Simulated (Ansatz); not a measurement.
## Band-structure calculation, with input and output: AlGa₃N₄ (part 2 of 2)

Continued. System: AlGa₃N₄ (8 atoms in the cell). Method: DFT, HSE06, plane waves, PAW, no spin polarisation (Ansatz 0.2.0); cutoff 420 eV, 6×6×4 k-mesh, fixed occupations. The structure was built on a prototype by a generator; it need not be a known phase. The geometry comes from this level: r2SCAN.

Geometry of the input (Å; fractional positions):
```
5.8232  -1.5818  -0.0113
5.8232  1.5818  -0.0113
-2.5659  0.0000  4.8387
Al 1.0012  1.0012  0.3345
Ga 0.2514  0.2514  0.9190
N  0.8162  0.8162  0.1502
N  0.0614  0.0614  0.7216
Ga 0.5006  0.5006  0.8336
Ga 0.7493  0.7493  0.4153
N  0.3114  0.3114  0.6442
N  0.5585  0.5585  0.2317
```

## Output, continued
```
--- Forces (eV/Å), atoms counted from 1 ---
  atom   1  Al    -0.01488423     0.00000000     0.01956954
  atom   2  Ga     0.04171333    -0.00000000    -0.00093903
  atom   3  N     -0.02954360     0.00000000    -0.01546288
  atom   4  N     -0.01015419    -0.00000000     0.01874938
  atom   5  Ga    -0.00490466     0.00000000    -0.02558521
  atom   6  Ga     0.01906409    -0.00000000     0.03308516
  atom   7  N     -0.01586465     0.00000000    -0.01080980
  atom   8  N      0.01468629    -0.00000000    -0.01857013
  max |Σ_I F_I| component: 1.12e-4 eV/Å
--- Stress (GPa, compression-positive) ---
       -0.357791       0.000000      -0.152426
        0.000000      -0.047643       0.000000
       -0.152474       0.000000      -0.164674
  P = ⅓ Tr σ = -0.1900 GPa (-1.900 kbar)
--- Band table (eV; the first three rows and the last of 47) ---
  k-point 0: bands = ["-9.0175", "-8.4393", "-8.1838", "-7.9961", "-7.1913", "-7.1751", "-7.1601", "-7.1184", "-7.0989", "-7.0246", "-7.0011", "-6.9500", "-6.9425", "-6.8809", "-6.8736", "-6.8469", "-5.4740", "-5.4058", "-4.9538", "0.9297", "1.2937", "1.7248", "6.2090", "6.2261", "6.3970", "6.5346", "7.2155", "7.2408", "8.2723", "8.2828", "8.3073", "12.0369", "14.1577", "14.2303", "14.7522", "17.6701", "18.3557"]
  k-point 1: bands = ["-8.8374", "-8.4314", "-8.1978", "-8.0020", "-7.1655", "-7.1565", "-7.1182", "-7.1033", "-7.0978", "-7.0388", "-6.9979", "-6.9551", "-6.9377", "-6.8946", "-6.8792", "-6.8607", "-5.8564", "-5.5206", "-5.1393", "1.4410", "1.8840", "2.6248", "5.4624", "6.1319", "6.2013", "6.7701", "6.7870", "6.9991", "7.0411", "8.0014", "8.1272", "13.2197", "14.2840", "15.0382", "15.5321", "17.7723", "18.3580"]
  k-point 2: bands = ["-8.5895", "-8.4306", "-8.2425", "-8.0091", "-7.1540", "-7.1339", "-7.0959", "-7.0866", "-7.0530", "-7.0412", "-6.9701", "-6.9497", "-6.9375", "-6.8865", "-6.8654", "-6.7736", "-6.5566", "-5.5670", "-5.2502", "2.2647", "2.5944", "4.2158", "4.7370", "4.9574", "5.1360", "6.2539", "6.6169", "7.1510", "7.4767", "7.5397", "7.6742", "14.3624", "14.5804", "16.1453", "16.2782", "17.2753", "17.8199"]
  k-point 46: bands = ["-8.5679", "-8.5008", "-8.1913", "-7.9969", "-7.1698", "-7.1439", "-7.1125", "-7.0838", "-7.0503", "-7.0058", "-6.9731", "-6.9423", "-6.9413", "-6.8920", "-6.8609", "-6.7754", "-6.5750", "-5.4898", "-5.3273", "2.2880", "2.6848", "4.1764", "4.5489", "4.8895", "5.2043", "6.3325", "6.5551", "7.2603", "7.4022", "7.6020", "7.7251", "14.4633", "14.4978", "16.1562", "16.5669", "16.7045", "17.4362"]
```

## File rho_z.tsv
```
# z_ang	rho[e/angstrom^3]
# format = ansatz-planar-average/11
# lattice	5.823202635	-1.581827258	-0.011316725
# lattice	5.823202635	1.581827258	-0.011316725
# lattice	-2.565880154	0.000000000	4.838679223
# sites	8
# site	13	10.801755760	0.000000000	1.595730695
# site	31	0.569869815	0.000000000	4.441167559
# site	7	9.120020032	0.000000000	0.708309161
# site	7	-1.136411304	0.000000000	3.490328300
# site	31	3.691262639	0.000000000	4.021971824
# site	31	7.661251648	0.000000000	1.992528596
# site	7	1.973881966	0.000000000	3.109839790
# site	7	5.910601185	0.000000000	1.108318603
0.000000	4.461761e-1
0.136923	3.573101e-1
0.273846	3.515313e-1
0.410768	3.877595e-1
0.547691	4.402380e-1
0.684614	4.957877e-1
0.821537	5.473785e-1
0.958459	5.854208e-1
1.095382	5.993705e-1
1.232305	5.866036e-1
1.369228	5.539597e-1
1.506151	5.128128e-1
1.643073	4.812273e-1
1.779996	4.968143e-1
1.916919	6.106663e-1
2.053842	8.260866e-1
2.190765	1.025391e0
2.327687	1.038555e0
2.464610	8.409832e-1
2.601533	5.851519e-1
2.738456	4.139591e-1
2.875378	3.525771e-1
3.012301	3.632840e-1
3.149224	4.086667e-1
3.286147	4.662885e-1
3.423070	5.255400e-1
3.559992	5.798028e-1
3.696915	6.202947e-1
3.833838	6.435632e-1
3.970761	6.675377e-1
4.107683	7.362140e-1
4.244606	8.961529e-1
4.381529	1.133049e0
4.518452	1.334306e0
4.655375	1.400905e0
4.792297	1.378102e0
4.929220	1.336099e0
5.066143	1.213636e0
5.203066	9.548003e-1
5.339989	6.557729e-1
```

## File v_z.tsv
```
# z_ang	v_es[eV]	v_tot[eV]
# format = ansatz-planar-average/11
# xc	hse06
# density_cutoff_ev	1680
# datasets	Al=:simpson_from_first_knot:soft:fock:shift=0	Ga=:simpson_from_first_knot:soft:fock:shift=0	N=:simpson_from_first_knot:soft:fock:shift=0
# lattice	5.823202635	-1.581827258	-0.011316725
# lattice	5.823202635	1.581827258	-0.011316725
# lattice	-2.565880154	0.000000000	4.838679223
# sites	8
# site	13	10.801755760	0.000000000	1.595730695
# site	31	0.569869815	0.000000000	4.441167559
# site	7	9.120020032	0.000000000	0.708309161
# site	7	-1.136411304	0.000000000	3.490328300
# site	31	3.691262639	0.000000000	4.021971824
# site	31	7.661251648	0.000000000	1.992528596
# site	7	1.973881966	0.000000000	3.109839790
# site	7	5.910601185	0.000000000	1.108318603
0.000000	6.830806e0	-1.432951e0
0.136923	7.398173e0	-8.641618e-1
0.273846	7.572752e0	-7.559252e-1
0.410768	7.411554e0	-1.061972e0
0.547691	6.865582e0	-1.821584e0
0.684614	5.912979e0	-3.002861e0
0.821537	4.736647e0	-4.387579e0
0.958459	3.636158e0	-5.649016e0
1.095382	2.890636e0	-6.513888e0
1.232305	2.602289e0	-6.910050e0
1.369228	2.699171e0	-6.883999e0
1.506151	3.066548e0	-6.518199e0
1.643073	3.539839e0	-5.981706e0
1.779996	3.986609e0	-5.416742e0
1.916919	4.395992e0	-4.820539e0
2.053842	4.699732e0	-4.268740e0
2.190765	4.867211e0	-3.834192e0
2.327687	5.088449e0	-3.346306e0
2.464610	5.525175e0	-2.722193e0
2.601533	6.191699e0	-2.000015e0
2.738456	6.906976e0	-1.282606e0
2.875378	7.371229e0	-8.703770e-1
3.012301	7.504235e0	-8.788344e-1
3.149224	7.288144e0	-1.290527e0
3.286147	6.654771e0	-2.161853e0
3.423070	5.660640e0	-3.409152e0
3.559992	4.490108e0	-4.816982e0
3.696915	3.429243e0	-6.080985e0
3.833838	2.743034e0	-6.918150e0
3.970761	2.488245e0	-7.280638e0
4.107683	2.540363e0	-7.278291e0
4.244606	2.784710e0	-7.023376e0
4.381529	3.101853e0	-6.657492e0
4.518452	3.429759e0	-6.234709e0
4.655375	3.767788e0	-5.747279e0
4.792297	4.035771e0	-5.275753e0
4.929220	4.272647e0	-4.797533e0
5.066143	4.655120e0	-4.155863e0
5.203066	5.236449e0	-3.318004e0
5.339989	6.007215e0	-2.349908e0
```

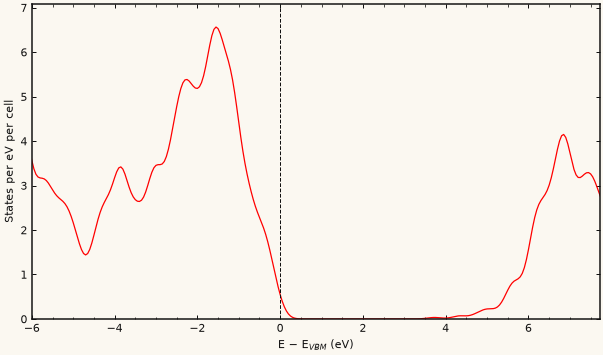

Figure 1. Density of states (the curve is built from the levels of the k mesh with Gaussians 0.4 eV wide, which also blur the band edges), with energies from the valence-band top. There is a gap of 3.73 eV on the k-point mesh. Small ripples come from the finite k-point mesh.

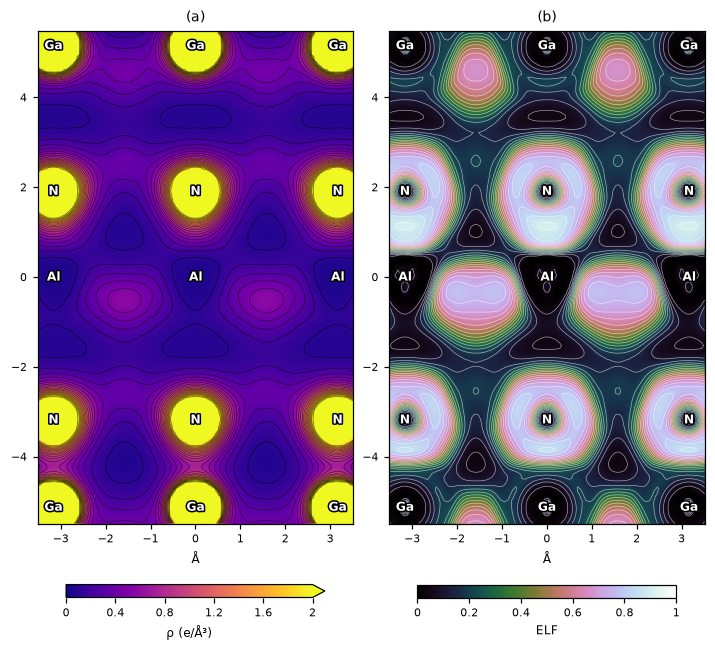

Figure 2. (a) valence charge density (pseudo); (b) ELF on the (101̄) plane of the conventional cell. Atoms in the plane: Al, N and Ga. Ga–N (1.94 Å): ρ at the midpoint is about 0.75 e/Å³; the ELF is about 0.50 at the midpoint. Away from the nuclei the density in this plane falls to 0.06 e/Å³ at its lowest. In a PAW calculation such maps are meaningful between the atoms, not at the nuclei.

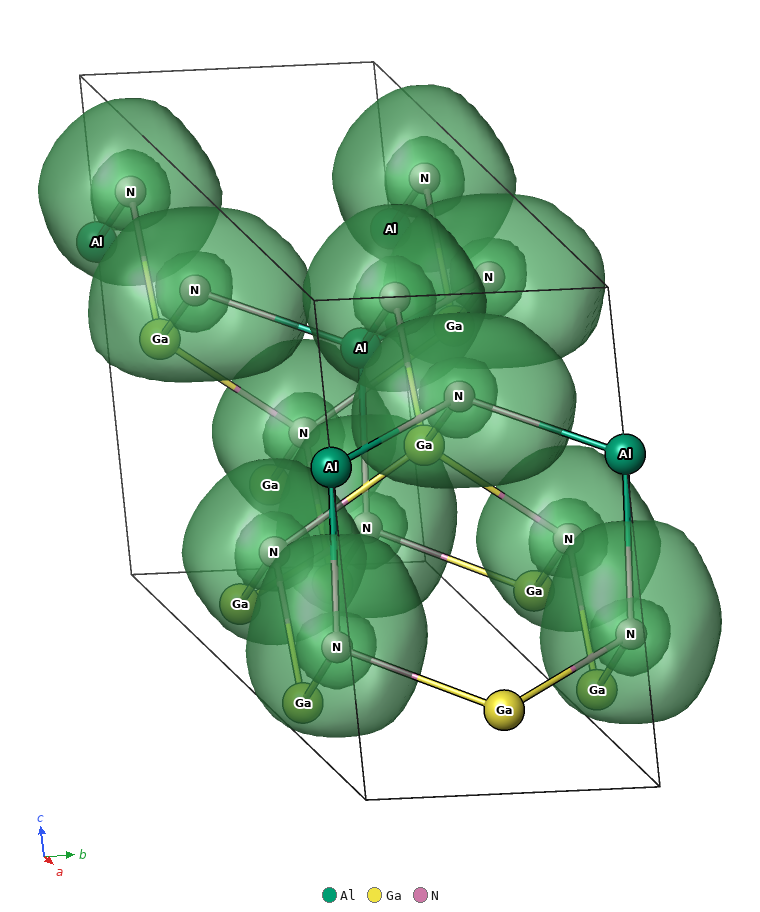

Figure 3. Isosurface of the ELF at 0.65 (green), seen slightly off an axis. Only the valence region is drawn (cores and ρ < 0.01 e/Å³ removed). Sticks mark near contacts. The outline is the cell set on symmetry axes. Values along the shortest contacts: Al–N (1.89 Å): the ELF peaks at about 0.90 between the atoms (a shared but strongly polarised pair). Ga–N (1.93 Å): the ELF is about 0.50 at the midpoint.

## Summary

| quantity | value |
| --- | --- |
| outcome | converged |
| space group (tolerance 0.01 Å) | Cm (8) |
| electrons treated | 62 |
| free energy | −13429.9085 eV |
| Fermi energy | 8.307 eV |
| gap on the k-point mesh | 3.73 eV |
| pressure | −0.19 GPa |
| largest force (length of the vector) | 0.042 eV/Å |
| wall time | 3.2 min (CPU time 12 min) |
| peak memory | 3.7 GiB |

## Remarks

The program warns: the exchange loop's threshold is looser than advised for the stress; the SCF threshold is looser than advised for the printed stress.
